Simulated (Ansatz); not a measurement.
**B5As4 (slab): density, localisation and related maps**

Input file:

```
crystal:
  lattice:
    - [3.4003508741, 0.0, 0.0]
    - [0.0, 3.4003508741, 0.0]
    - [0.0, 0.0, 24.617644646]
  atoms:
    - { symbol: B, position: [0.5, 0.5, 0.3046595281] }
    - { symbol: As, position: [0.5, 0.0, 0.3534946461] }
    - { symbol: B, position: [0.0, 0.0, 0.402329764] }
    - { symbol: As, position: [0.0, 0.5, 0.451164882] }
    - { symbol: B, position: [0.5, 0.5, 0.5] }
    - { symbol: As, position: [0.5, 0.0, 0.548835118] }
    - { symbol: B, position: [0.0, 0.0, 0.597670236] }
    - { symbol: As, position: [0.0, 0.5, 0.6465053539] }
    - { symbol: B, position: [0.5, 0.5, 0.6953404719] }
basis:
  ecutwfc: 420
kpoints:
  mp_grid: { grid: [8, 8, 1] }
hamiltonian:
  xc: pbe
scf:
  occupations: { method: gaussian, width: 0.05 }
output:
  forces: true
  stress: true
  eigenvalues: true
  write_density: true
  write_potential: true
  elf: true
  volumetric_format: npy
efield:
  axis: 3
  dipole_correction: true
  ramp_width: 0.04
```

Command:

```sh
ansatz run input.yaml --threads 1 --pin off --max-ram 2560MiB --backend cpu --events-out ev --progress --plain --runs-dir out
```

Not relaxed (largest force 1.3 eV/Å); computed without spin polarisation.

Computed with Ansatz, DFT PBE, scalar-relativistic, plane waves, PAW.

In a PAW calculation such maps are meaningful between the atoms, not at the nuclei.

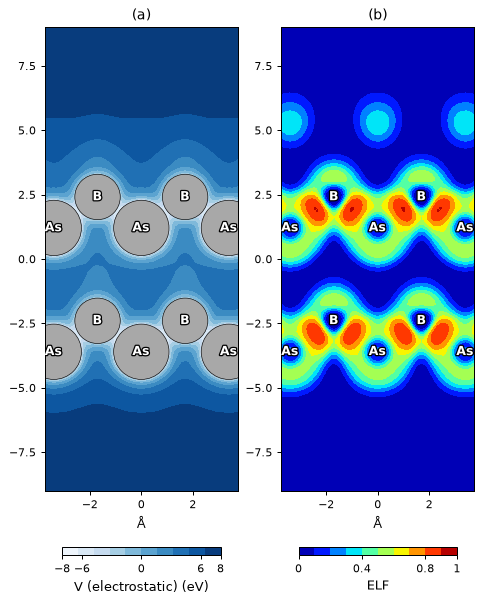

Figure 1. (a) electrostatic potential (local pseudopotential plus Hartree) felt by an electron; (b) ELF on the (010) plane of the calculation cell, a cut from vacuum to vacuum. Grey discs cover the atomic cores in the potential map.

Read the bonding off the picture.

Answer. The section cuts through As and B sites.
B–As (2.08 Å): the ELF peaks at about 0.90 between the atoms.
Outside the cores the potential energy rises away from the atoms and is highest in the vacuum; its zero is arbitrary.

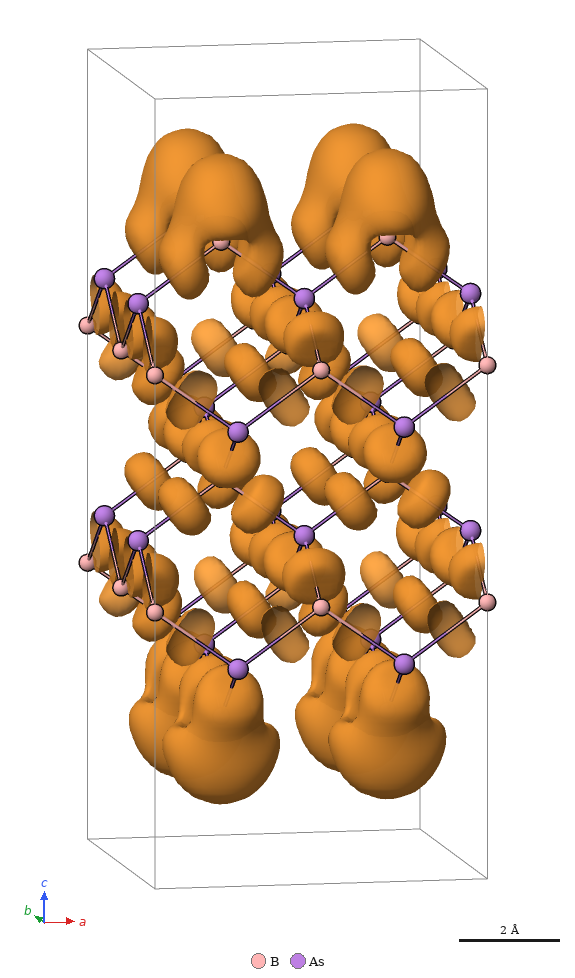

Figure 2. Isosurface of the ELF at 0.7 (orange), seen slightly off an axis. Only the valence region is drawn (cores and ρ < 0.01 e/Å³ removed). Sticks mark near contacts.

What do the ELF domains correspond to?

Answer. At this value the surface marks out twelve regions between bonded As–B atoms and two regions on B in which the atom's valence shell and bonds are merged, counted in one cell of 9 atoms. Counts are for one cell; the picture repeats the cell along the surface.

Does the calculation make it a metal, or give it a gap?

Answer. It is metallic or semimetallic at this level of theory: no gap opens.
